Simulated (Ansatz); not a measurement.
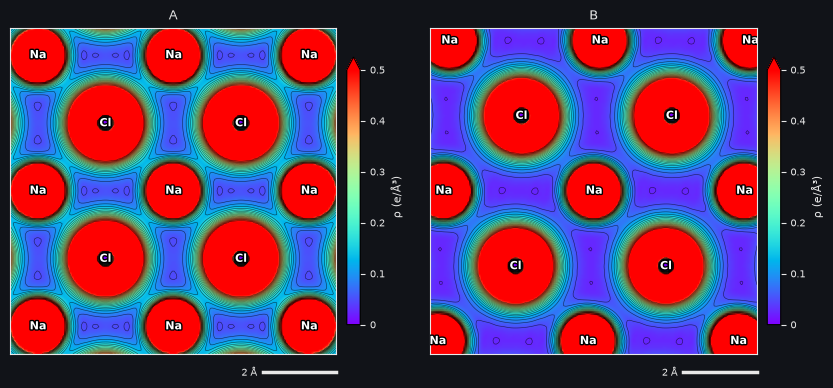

NaCl. The valence charge density (pseudo) of two cells that differ in size and shape, on the (101) plane of each (indices in the axes of the calculation cell), at one length scale and on one colour scale: B has 23.6 Å³ an atom and A 17.7.

The calculation used DFT PBE, scalar-relativistic, plane waves, PAW in Ansatz.

### What does the compression do to the bonding and the properties?

From the larger cell to the smaller, Na–Cl goes from 2.83 to 2.61 Å, and the density at its midpoint from 0.13 to 0.2 e/Å³; the pressure goes from −0.4 to 12 GPa; the Kohn–Sham gap goes from 4.9 eV to 6.2 eV.
